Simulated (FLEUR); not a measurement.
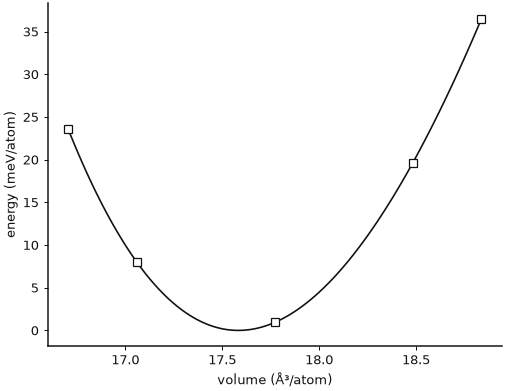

Method: all-electron LAPW DFT, no spin polarisation; energies at scaled volumes of the given cell, shape and fractions fixed, counted from the fit's minimum, third-order Birch-Murnaghan fit (FLEUR MaX-R8.1 (later development tree)). Level: r2SCAN.

k mesh 11×11×6; occupations Fermi–Dirac; smearing width 0.05 eV; potentials all electron; program settings basis FLAPW, kmax 4.1 1/bohr.

Cell as given: a = 2.900 Å, b = 2.900 Å, c = 4.880 Å, α = 90.00°, β = 90.00°, γ = 120.00°; 2 atoms.

Caption: Energy against volume for Au, space group P6_3/mmc (No. 194).

A third-order Birch–Murnaghan fit gives V0 = 17.58 Å³/atom, B0 = 153 GPa and B′ = 5.9. The energy is 23.58 meV/atom at volume 16.70 Å³/atom and 36.52 meV/atom at 18.84 Å³/atom; the lowest computed point is at volume 17.77 Å³/atom (0.93 meV/atom).

Limits of the calculation: spin-orbit coupling left out, heavy elements; shape and atomic fractions are frozen while scaling, which makes layered, chain and framework solids too stiff.
